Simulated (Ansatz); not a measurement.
Si8N: single-point calculation

Si8N (slab, 18 atoms in the cell), computed with DFT PBE, scalar-relativistic, plane waves, PAW, PAW set soft_1, no spin polarisation (Ansatz 0.2.0).

The structure derives from a Materials Project entry. Figures and captions count atoms from 1; the log counts them from 0 in places.

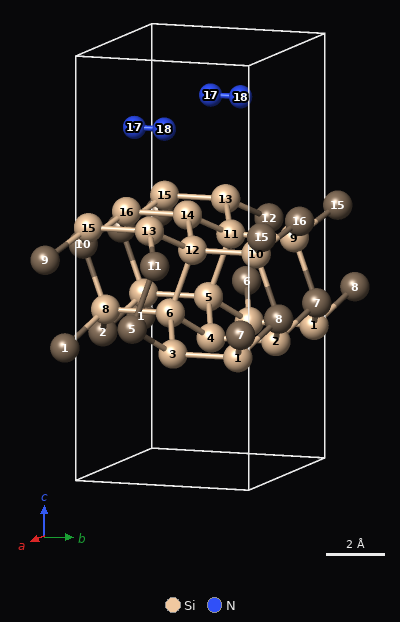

*The structure (ball-and-stick view of the cell of the calculation, with the vacuum cut short, seen slightly off an axis; neighbours outside the cell are drawn fainter; atoms are numbered from 1 in the order of the input). An atom can appear more than once, as a periodic image.*

Near neighbours in the periodic cell (some may lie outside the picture): Si has 3 Si at 2.24 to 2.38 Å; Si has 4 Si at 2.31 to 2.38 Å; N has 1 N at 1.10 Å.

Input:
```yaml
crystal:
  lattice:
    - [7.7021642883, 0.0, 0.0]
    - [0.0, 6.3646813592, 0.0]
    - [0.0, 0.0, 22.252543418]
  atoms:
    - { symbol: Si, position: [0.0, 0.9370679227, 0.179754733] }
    - { symbol: Si, position: [0.5, 0.9370679227, 0.179754733] }
    - { symbol: Si, position: [0.0, 0.5629320773, 0.179754733] }
    - { symbol: Si, position: [0.5, 0.5629320773, 0.179754733] }
    - { symbol: Si, position: [0.25, 0.4370679227, 0.2297135909] }
    - { symbol: Si, position: [0.75, 0.4370679227, 0.2297135909] }
    - { symbol: Si, position: [0.25, 0.0629320773, 0.2297135909] }
    - { symbol: Si, position: [0.75, 0.0629320773, 0.2297135909] }
    - { symbol: Si, position: [0.25, 0.9333044641, 0.3302593493] }
    - { symbol: Si, position: [0.75, 0.9333044641, 0.3302593493] }
    - { symbol: Si, position: [0.25, 0.5666955359, 0.3302593493] }
    - { symbol: Si, position: [0.75, 0.5666955359, 0.3302593493] }
    - { symbol: Si, position: [0.0, 0.4259907503, 0.3708584346] }
    - { symbol: Si, position: [0.5, 0.4259907503, 0.3708584346] }
    - { symbol: Si, position: [0.0, 0.0740092497, 0.3708584346] }
    - { symbol: Si, position: [0.5, 0.0740092497, 0.3708584346] }
    - { symbol: "N", position: [0.0, 0.3395763693, 0.5326376943] }
    - { symbol: "N", position: [0.0, 0.5124051314, 0.5326376943] }
basis:
  ecutwfc: 420
kpoints:
  mp_grid: { grid: [4, 4, 1] }
hamiltonian:
  xc: pbe
  pseudopotentials: { kind: paw, azcp: { folder: soft_1 } }
scf:
  occupations: { method: gaussian, width: 0.05 }
output:
  forces: true
  eigenvalues: true
  write_density: true
  write_potential: true
  elf: true
  volumetric_format: npy
efield:
  axis: 3
  dipole_correction: true
  ramp_width: 0.04
```

Machine: 1 thread of Arm Neoverse V2, 24 GiB of memory available, shared host.

Command:
```bash
ansatz run input.yaml --threads 1 --pin off --max-ram 3072MiB --backend cpu --events-out ev --progress --plain --runs-dir out
```

Output:
```
Engine: ansatz 0.2.0, aarch64-unknown-linux-gnu
Pseudopotentials: kind: paw
Pseudopotential: Si, paw, valence charge 4, recommended cutoff 420 eV (normal), [file]
Pseudopotential: N, paw, valence charge 5, recommended cutoff 420 eV (normal), [file]
Functional definition: PBE
  parameter kappa = 0.804
  parameter beta = 0.06672455060314922
  exchange = pbe_x(kappa = kappa, mu = beta*pi^2/3)
  correlation = pbe_c(beta = beta)
Crystal: 18 atoms, lattice volume = 1090.860 Å³
Basis set: ecut = 420 eV, 21327 PW (Γ), exchange–correlation on 108×90×300 points (8 copies of the dense FFT grid, shifted against one another)
Bands: 55, of which v1, the nominal top of the filled ones, is band 37 counted from 1 (36 counted from 0)
Symmetry: 2 space group operations
Space group: Pm (ITA 6), of the structure as read, at distance tolerance 1.0e-4 Å
k-points: 9 of 16 (time reversal used)
Non-local potential: Si, projectors of the file, l = 0: 2, l = 1: 2, l = 2: 1
Non-local potential: N, projectors of the file, l = 0: 2, l = 1: 2, l = 2: 1
PAW form: soft (Blöchl's): semilocal exchange-correlation on the pseudo side does not see the compensation charge
PAW one-centre angular grid: Si, 110 points (default); XC on 64 Gauss nodes
PAW one-centre angular grid: N, 110 points (default); XC on 64 Gauss nodes
Initial wavefunctions: pseudopotential atomic-orbital guess
Functional: x = pbe(κ = 0.804, μ = 0.2195149727645171), c = pbe(β = 0.06672455060314922)
SCF iter   1: F=—  HF=-10936.053796 eV  |F-HF|=—  |Δ(HF+E_count)|=         —  Δρ=3.07e-2  dr2=1.14e1  ethr=3.10e-3  p=-0.000 e·Å  D=-1.11e-8 V/Å  ΔV_dip=0.00 eV  dr2_dipole=3.04e-6  V_vac-E_F(+/−)=6.10/6.10 eV  ⟨swp⟩=9.4  Hψ=3089  notcnv=0  defer=16
efield: sawtooth ramp at fractional position 0.8362 (placed from the atoms, in the widest stretch of the axis that holds none; the zero of the levels goes with the place), width 0.0400; the density the first Hamiltonian is built on has a dipole p = -0.000 e·Å; the dipole correction subtracts the counter field D = -1.11e-8 V/Å, which shifts the + side's vacuum level by +0.00 eV against the − side's; the planar-averaged density in the ramp window peaks in size at 4.3e-7 e/Å³
preconditioner: auto → LDOS  [metal: Δε(μ)=0.049 eV  Ē_g=7.698 eV  σ=0.050 eV  W_gap=0.43  n_scr=102 (ndim 8)  ℏωp=9.5 eV  f_vac=0.555  D(μ)=4.87/eV (n_scr^D=12)  β→1.0]
SCF iter   2: F=—  HF=-10933.806627 eV  |F-HF|=—  |Δ(HF+E_count)|=    2.25e0  Δρ=1.37e-2  dr2=3.25e0  ethr=3.10e-3  p=0.151 e·Å  D=2.50e-2 V/Å  ΔV_dip=-0.56 eV  dr2_dipole=1.13e-1  V_vac-E_F(+/−)=4.11/4.67 eV  ⟨swp⟩=4.2  Hψ=1294  notcnv=0  defer=102
SCF iter   3: F=—  HF=-10933.048754 eV  |F-HF|=—  |Δ(HF+E_count)|=   7.58e-1  Δρ=3.09e-3  dr2=2.91e-1  ethr=3.10e-3  p=0.035 e·Å  D=5.76e-3 V/Å  ΔV_dip=-0.13 eV  dr2_dipole=1.97e-5  V_vac-E_F(+/−)=4.89/5.02 eV  ⟨swp⟩=3.1  Hψ=1013  notcnv=0  defer=109
SCF iter   4: F=—  HF=-10932.986742 eV  |F-HF|=—  |Δ(HF+E_count)|=   6.20e-2  Δρ=8.92e-4  dr2=1.73e-2  ethr=3.93e-4  p=0.058 e·Å  D=9.69e-3 V/Å  ΔV_dip=-0.22 eV  dr2_dipole=3.67e-4  V_vac-E_F(+/−)=4.63/4.84 eV  ⟨swp⟩=3.1  Hψ=902  notcnv=0  defer=113
SCF iter   5: F=—  HF=-10932.985356 eV  |F-HF|=—  |Δ(HF+E_count)|=   1.39e-3  Δρ=7.83e-4  dr2=9.34e-3  ethr=2.33e-5  p=0.060 e·Å  D=9.98e-3 V/Å  ΔV_dip=-0.22 eV  dr2_dipole=1.76e-4  V_vac-E_F(+/−)=4.57/4.79 eV  ⟨swp⟩=2.0  Hψ=716  notcnv=0  defer=113
SCF iter   6: F=—  HF=-10932.984968 eV  |F-HF|=—  |Δ(HF+E_count)|=   3.88e-4  Δρ=6.16e-4  dr2=4.86e-3  ethr=1.26e-5  p=0.060 e·Å  D=1.00e-2 V/Å  ΔV_dip=-0.22 eV  dr2_dipole=6.83e-5  V_vac-E_F(+/−)=4.55/4.77 eV  ⟨swp⟩=2.0  Hψ=585  notcnv=0  defer=113
SCF iter   7: F=—  HF=-10932.984217 eV  |F-HF|=—  |Δ(HF+E_count)|=   7.52e-4  Δρ=1.51e-4  dr2=3.45e-4  ethr=6.56e-6  p=0.060 e·Å  D=9.91e-3 V/Å  ΔV_dip=-0.22 eV  dr2_dipole=2.67e-5  V_vac-E_F(+/−)=4.54/4.76 eV  ⟨swp⟩=2.0  Hψ=539  notcnv=0  defer=113
SCF iter   8: F=—  HF=-10932.984224 eV  |F-HF|=—  |Δ(HF+E_count)|=   7.44e-6  Δρ=4.36e-5  dr2=3.75e-5  ethr=4.66e-7  p=0.058 e·Å  D=9.63e-3 V/Å  ΔV_dip=-0.21 eV  dr2_dipole=1.40e-6  V_vac-E_F(+/−)=4.54/4.75 eV  ⟨swp⟩=2.0  Hψ=714  notcnv=0  defer=113
SCF iter   9: F=—  HF=-10932.984253 eV  |F-HF|=—  |Δ(HF+E_count)|=   2.95e-5  Δρ=1.17e-5  dr2=2.01e-6  ethr=5.06e-8  p=0.057 e·Å  D=9.52e-3 V/Å  ΔV_dip=-0.21 eV  dr2_dipole=8.80e-8  V_vac-E_F(+/−)=4.54/4.75 eV  ⟨swp⟩=2.0  Hψ=684  notcnv=0  defer=113
SCF iter  10: F=—  HF=-10932.984255 eV  |F-HF|=—  |Δ(HF+E_count)|=   1.84e-6  Δρ=3.99e-6  dr2=2.51e-7  ethr=2.72e-9  p=0.057 e·Å  D=9.46e-3 V/Å  ΔV_dip=-0.21 eV  dr2_dipole=9.98e-10  V_vac-E_F(+/−)=4.54/4.75 eV  ⟨swp⟩=2.0  Hψ=663  notcnv=0  defer=113
SCF iter  11: F=-10932.984255 eV  HF=-10932.984255 eV  |F-HF|=1.07e-8  |Δ(HF+E_count)|=   1.35e-7  Δρ=1.34e-6  dr2=5.73e-8  ethr=1.35e-10  p=0.057 e·Å  D=9.44e-3 V/Å  ΔV_dip=-0.21 eV  dr2_dipole=3.84e-9  V_vac-E_F(+/−)=4.54/4.75 eV  ⟨swp⟩=26.8  Hψ=5689  notcnv=0
SCF 1 converged in 11 iterations: F = -10932.984255 eV  dr2 = 5.73e-8
  greatest PAW one-centre occupation: 0.859 electrons in one spin orbital (limit 2), on the N atom at site 16 (counted from 0), in its partial waves of l = 0
```

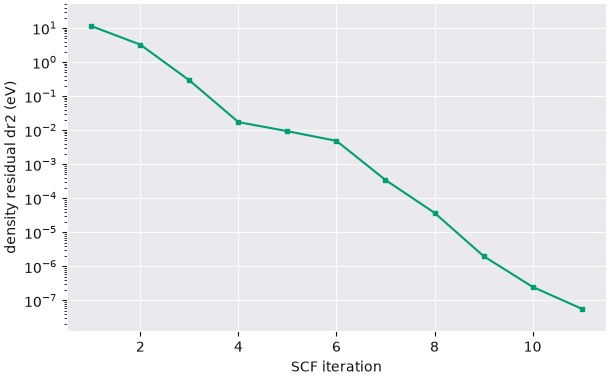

*Convergence of the self-consistent field: density residual dr2 against the SCF iteration.*

The residual falls at every step.

```
WARN: The output density's exchange-correlation potential varies sharply where the density is thin. Do not read a vacuum level from v_tot or v_xc, or from such a field of the output density. On a cell that repeats whose density bears no net charge and no dipole along the vacuum's axis use v_es (v_loc + v_h of the components); under efield.dipole_correction with no amplitude use v_es + v_field, which holds any external_charges[].barrier, or the levels of the report's work_function block, which leave it out; under a non-zero efield.amplitude the vacuum is tilted and has no level; on a cell that repeats and bears such a dipole with no correction it is tilted too, and efield.dipole_correction with no amplitude gives each side of its ramp a level where efield: is served; in a cell that repeats whose density bears a net charge (total_charge, or a fill off its count) it is curved and has none; of a slab under crystal.periodic whose density bears no net charge use v_es, which has a level on each side, short of where the two are joined; of another it falls or rises all the way out and has none; of a slab beside external_charges read slab_vacuum_level instead, which it has where they leave it neutral. The grid or the basis barely resolves most such structure, and the values can differ between equally converged runs; as a rule a tighter scf.convergence.dr2_threshold does not remove it. Where the density itself ripples (under the LDA too) a higher basis.ecutwfc lessens it. The files hold the spikes' plane waves up to the density's cutoff. Files: v_tot_of_output_density and the like, and their columns of v_z.tsv (output.write_potential); v_xc_of_output_density and the like, and their columns of v_comp_z.tsv (output.write_potential_components). Measured: with its Gaussian average of σ = 0.25 Å subtracted twice, the exchange-correlation potential is over 0.1 eV at 2209 of the grid points where the equally averaged density (valence and model cores) is under 1e-3 e/Å³, and 1.08 eV at the most among them, at an averaged density of 9.7e-4 e/Å³. The input density's (outcome.potential() and, of a run that writes arrays, v_tot and v_xc) is over 0.1 eV, so measured, at 2127 points of its own thin density, 1.08 eV at the most. See output.write_potential in the manual, Limitations
SCF converged after 11 iterations
Free energy (F): -10932.984255 eV
Harris-Foulkes:  -10932.984255 eV  (|F-HF|=1.07e-8)
Internal energy: -10932.976815 eV  (E = F + TS)
E sigma→0 (E₀):  -10932.980535 eV
Entropy (-TS):   -0.007440 eV (-0.413 meV/atom)
Fermi energy:    -1.261545 eV
Dipole field:    D = 0.009476 V/Å  (p = 0.057128 e·Å, saw-weighted, corrected)
Work function:   Φ+ = 4.5385 eV   Φ− = 4.7493 eV
Levels:          The Fermi level and band energies are counted from a zero that moves with the ramp; work functions are not
--- Per-component energies (eV) ---
  E_band       = -504.057585
  E_kinetic    = 878.789842
  E_local      = -15810.149676  (includes V_loc(G=0)·N_el)
  E_nonlocal   = 438.349957
  E_hartree    = 7472.257254
  E_xc         = -1005.956419
  E_vxc        = -891.943126  (∫ρ·V_xc dr)
  E_paw        = -8439.047105  (= ΣΔE_a)
  E_vpaw       = -64.300426  (= ΣTr[D̂ρ^β])
  E_aug_tail   = 0.002263  (compensation charges beyond the density's cutoff)
  E_efield     = 0.000271  (sawtooth field / dipole correction)
  E_vefield    = 0.688567  (∫n·V_field dr)
  E_ewald      = 5532.776798
  E_smearing   = -0.007440  (= −TS)
  E_closure    = -0.000000  (closes the sum)
  Σ components = -10932.984255   (vs F -10932.984255, Δ=0.00e0)
--- Forces (eV/Å), atoms counted from 1 ---
  atom   1  Si     0.00000000    -0.81167373     0.65437050
  atom   2  Si     0.00000000    -0.80567110     0.65701717
  atom   3  Si     0.00000000     0.81235770     0.65474783
  atom   4  Si     0.00000000     0.80275215     0.64840918
  atom   5  Si    -0.00096202     0.02961244    -0.62864316
  atom   6  Si     0.00096202     0.02961244    -0.62864316
  atom   7  Si     0.00196789    -0.03051925    -0.62939181
  atom   8  Si    -0.00196789    -0.03051925    -0.62939181
  atom   9  Si    -0.00771048     0.00106086    -0.00396835
  atom  10  Si     0.00771048     0.00106086    -0.00396835
  atom  11  Si    -0.00197421     0.00318394    -0.00481910
  atom  12  Si     0.00197421     0.00318394    -0.00481910
  atom  13  Si     0.00000000    -0.08724993    -0.15540521
  atom  14  Si     0.00000000    -0.08867878    -0.01519995
  atom  15  Si     0.00000000     0.06273449    -0.04791533
  atom  16  Si     0.00000000     0.08910995    -0.02207894
  atom  17  N      0.00000000    -0.31455814     0.08929942
  atom  18  N      0.00000000     0.33419318     0.07030256
  max |Σ_I F_I| component: 9.76e-5 eV/Å
--- Band table (eV; the first three rows and the last of 9) ---
  k-point 0: bands = ["-24.9006", "-12.8041", "-11.5040", "-11.1440", "-10.4928", "-10.2710", "-10.1942", "-9.5757", "-9.1971", "-9.1198", "-8.8015", "-8.5121", "-8.3214", "-8.3095", "-8.0146", "-7.6203", "-6.9826", "-6.9669", "-6.6368", "-5.6051", "-5.4553", "-5.2039", "-5.0544", "-4.6174", "-4.5462", "-3.9359", "-3.8647", "-3.6694", "-2.9301", "-2.8742", "-2.5636", "-2.4841", "-2.3475", "-2.1495", "-1.8299", "-1.4024", "-1.3349", "-1.2507", "-0.9799", "-0.0998", "0.1708", "0.3930", "0.8142", "0.9383", "1.2598", "1.2745", "1.3789", "1.6416", "1.7461", "1.7574", "1.8143", "1.9316", "2.1593", "2.2624", "2.4706"]
  k-point 1: bands = ["-24.9006", "-12.6058", "-11.3143", "-11.1411", "-10.9633", "-10.2054", "-10.1569", "-9.8842", "-9.6869", "-9.4907", "-8.5550", "-8.3595", "-8.3205", "-7.9706", "-7.6590", "-7.4622", "-7.1646", "-7.1376", "-6.9637", "-5.6995", "-4.9006", "-4.8713", "-4.5870", "-4.4242", "-3.9546", "-3.7734", "-3.4135", "-3.2949", "-3.2535", "-3.1909", "-2.7751", "-2.6918", "-2.3416", "-2.3161", "-1.9784", "-1.7369", "-1.4152", "-1.2977", "-0.9449", "-0.3360", "0.0457", "0.2800", "0.3987", "0.6884", "1.0139", "1.1218", "1.2975", "1.3131", "1.5978", "1.7676", "1.8883", "2.0155", "2.1782", "2.2437", "2.5093"]
  k-point 2: bands = ["-24.9006", "-12.0662", "-11.9817", "-10.8059", "-10.6940", "-10.5268", "-10.3406", "-10.2052", "-10.0206", "-9.4087", "-8.3647", "-8.3219", "-8.2073", "-8.0885", "-7.9098", "-7.8629", "-6.9774", "-6.7767", "-6.6750", "-5.2986", "-5.2708", "-3.9526", "-3.9215", "-3.9197", "-3.6433", "-3.5882", "-3.5386", "-3.5314", "-3.3571", "-3.2679", "-3.2583", "-2.4151", "-2.3527", "-2.3063", "-2.2443", "-2.2020", "-1.7662", "-1.0336", "-0.8160", "-0.5323", "-0.2840", "0.3426", "0.5101", "0.5681", "0.7059", "0.8186", "0.9152", "1.0839", "1.1498", "1.2668", "1.3480", "1.7946", "1.8309", "1.8573", "1.8978"]
  k-point 8: bands = ["-24.9006", "-11.5397", "-11.5370", "-11.4741", "-11.4740", "-10.3340", "-10.3262", "-10.2054", "-10.1767", "-10.1738", "-8.3557", "-8.3212", "-7.3641", "-7.3623", "-7.2167", "-7.2165", "-6.9505", "-6.0281", "-6.0279", "-5.9502", "-5.9496", "-4.6692", "-4.6628", "-4.4605", "-4.4591", "-3.8919", "-3.8916", "-3.7568", "-3.7566", "-3.2517", "-3.2502", "-3.1377", "-3.1368", "-1.9048", "-1.8785", "-1.6903", "-1.6896", "-0.9869", "-0.9868", "-0.7283", "-0.7245", "1.0662", "1.0725", "1.1495", "1.1512", "1.2714", "1.2788", "2.0617", "2.0987", "2.1020", "2.1157", "2.7602", "2.7628", "3.0123", "3.0431"]
```

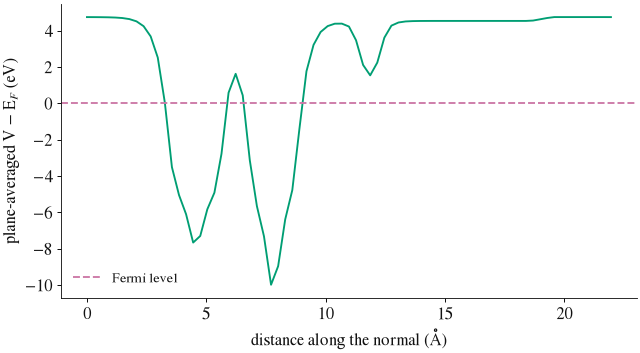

*Plane average of the electrostatic potential energy of an electron across the cell, from the Fermi level.*

The vacuum level lies 4.54 eV above the Fermi level on the upper side and 4.75 eV on the lower.

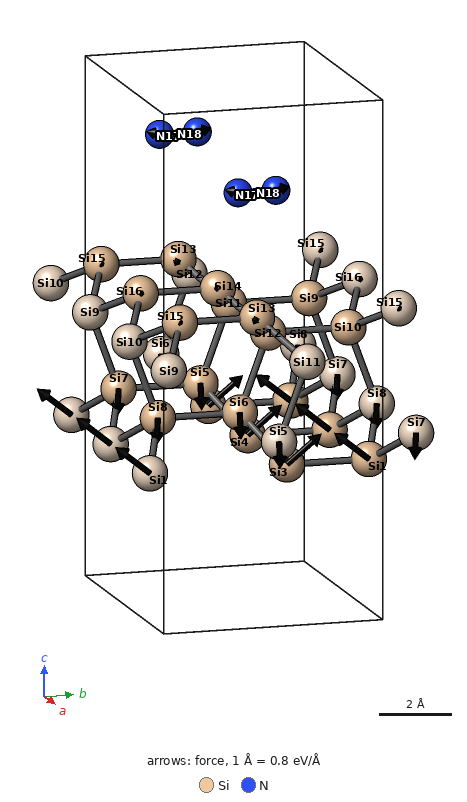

*Forces on the atoms as black arrows (ball-and-stick view of the cell of the calculation, with the vacuum cut short, seen slightly off an axis; neighbours outside the cell are drawn fainter; atoms are numbered from 1 in the order of the input); the smallest are left out.*

The largest act on Si1, Si2, Si3 (1.04 eV/Å); Si4 (1.03 eV/Å); Si5, Si6, Si7, Si8 (0.63 eV/Å); N18 (0.34 eV/Å), among others. The geometry is not a stationary point of this energy.

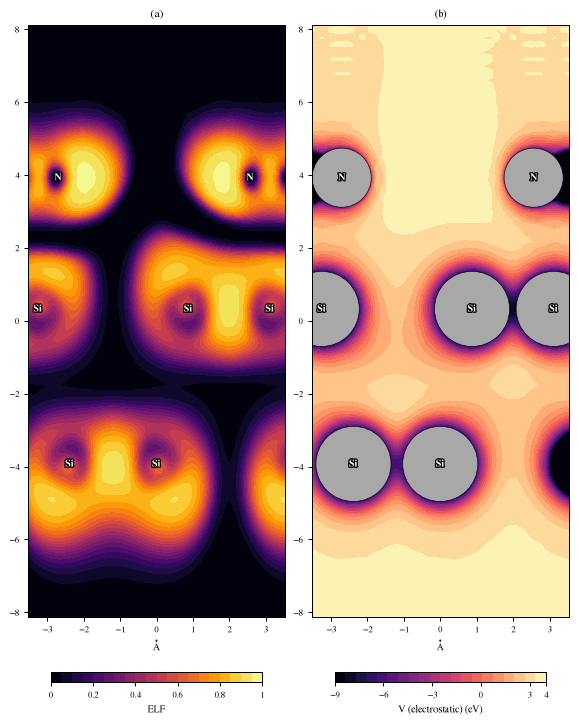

*(a) electron localisation function; (b) electrostatic potential (local pseudopotential plus Hartree) felt by an electron on the (100) plane of the calculation cell, a cut from vacuum to vacuum. Grey discs, where drawn, cover atomic cores.*

The section cuts through Si and N sites. The fields are those of the smooth PAW valence density.

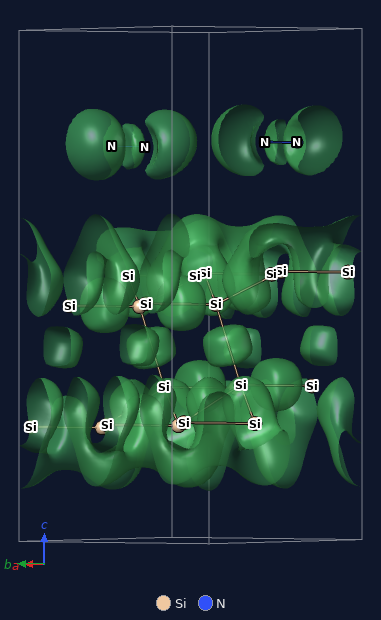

*Isosurface of the ELF at 0.75 (green), seen at an oblique angle. Core shells and regions of very low density are left out. Sticks mark near contacts.*

Profiles from the grid: N–N (1.10 Å): the ELF peaks at about 0.80 between the atoms (inside overlapping PAW spheres, so only a guide) (a multiple bond by its length, whose ELF region spreads away from the axis). Si–Si (2.24 Å): the ELF peaks at about 0.95 between the atoms, which marks a covalent bond.

Key numbers:

- outcome: converged
- electrons treated: 74
- free energy: −10932.9843 eV
- work function, top face: 4.54 eV
- work function, bottom face: 4.75 eV
- Fermi energy: −1.262 eV
- gap on the k-point mesh: none (metallic)
- work function (upper face): 4.54 eV
- largest force (length of the vector): 1.043 eV/Å
- wall time: 61 s
- peak memory: 1.1 GiB

Remarks:

The program warns: the exchange-correlation potential is rough where the density is thin.
